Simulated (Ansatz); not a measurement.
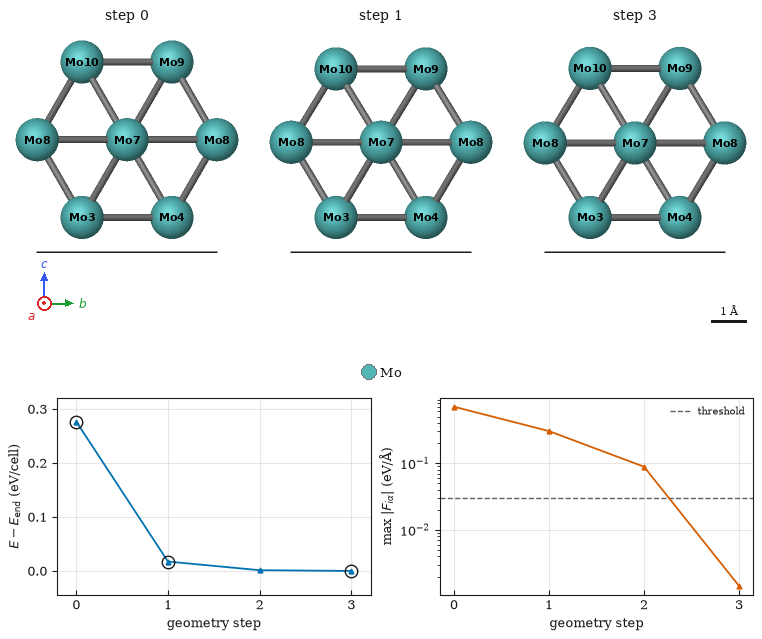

Frames of a constrained relaxation of a slab of composition Mo (cut from the Im-3m phase), marked on the history of the run. The picture is a ball-and-stick view of the cell of the calculation, outlined in the plane, without the vacuum, seen along the a axis.

Case: clean slab, lower planes held. The slab is the (1 1 0) face of Mo. 4 atoms are held fixed.

Method: DFT PBE, scalar-relativistic, plane waves, PAW in Ansatz. Set-up: plane-wave cutoff 420 eV; k-point mesh 4 × 4 × 1; occupations gaussian; smearing width 0.1 eV; no spin polarisation; dipole correction; atoms relaxed in a fixed cell; force threshold 0.03 eV/Å; at most 70 steps.

**What happens along the run?**

The largest moves, 0.19 Å, are those of Mo atoms. The cell stays as it was. Some distances before and after: Mo–Mo 2.737 → 2.662 Å. Bond angles that change, for instance: Mo–Mo–Mo 70.5° → 72.8°. After 3 geometry steps the energy has fallen by 0.277 eV per cell of the calculation. The largest force component goes from 0.7 to 0.0015 eV/Å. The run took 27 s on 4 threads of Intel(R) Xeon(R) Platinum 8488C (Sapphire Rapids) (shared host), peak memory 1.5 GiB. From step 0 to 1: Mo atoms move most (0.20 Å), energy −0.259 eV per cell of the calculation. From step 1 to 3: Mo atoms move most (0.02 Å), energy −17.4 meV per cell of the calculation.

| step | E − E(0), meV/atom | largest force component, eV/Å |
| --- | --- | --- |
| 0 | 0.00 | 0.7036 |
| 1 | -21.61 | 0.3035 |
| 2 | -22.94 | 0.0888 |
| 3 | -23.06 | 0.0015 |
